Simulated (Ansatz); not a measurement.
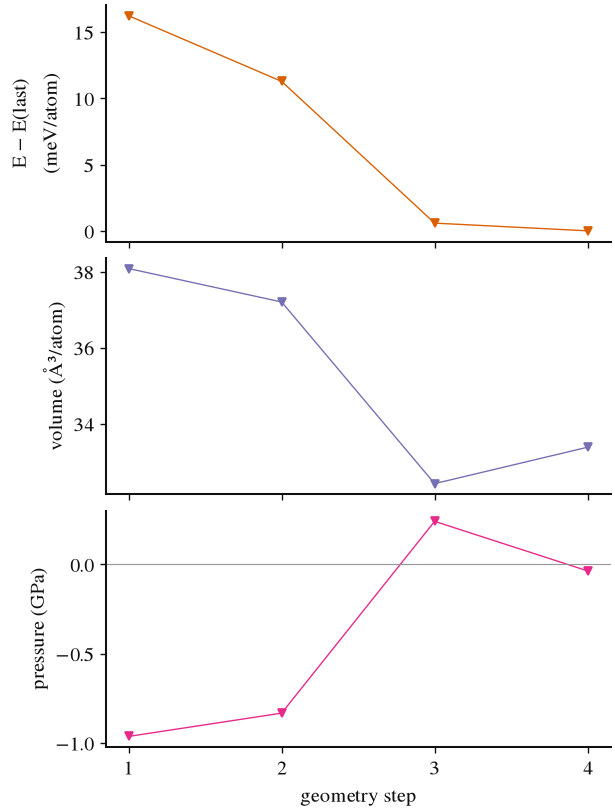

History of a geometry optimisation. Atoms and cell relax. A closing SCF on a freshly chosen basis isn't drawn.

```
crystal:
  lattice:
    - [-2.1193722587, 2.1193722587, 2.1193722587]
    - [2.1193722587, -2.1193722587, 2.1193722587]
    - [2.1193722587, 2.1193722587, -2.1193722587]
  atoms:
    - { symbol: Na, position: [0.0, 0.0, 0.0] }
  symmetry: { detect: false }
kpoints:
  mp_grid: { grid: [11, 11, 11] }
scf:
  occupations: { method: fermi_dirac, width: 0.05 }
hamiltonian:
  xc: lda
  pseudopotentials: { kind: paw }
output:
  forces: true
  stress: true
  efg: { contact_densities: true }
relax:
  f_tol: 0.005
  max_steps: 80
  cell: {}
basis:
  ecutrho_ratio: 4
```

Launched with:
```bash
ansatz run input.yaml --threads 1 --pin off --max-ram 2048MiB --backend cpu --events-out ev --progress --plain --runs-dir out
```

How did the optimisation end?

The optimisation met its thresholds at geometry 4, counting the start as the first. The energy fell by about 16 meV/atom from the first step to the last. All forces vanish by symmetry, so only the cell moves.

What happens to the cell?

The volume shrinks from 38.1 to 33.4 Å³ per atom (−12 %), overshooting to 32.4 at step 3, as the pressure goes from −0.96 GPa to about 0 GPa. The start was expanded.
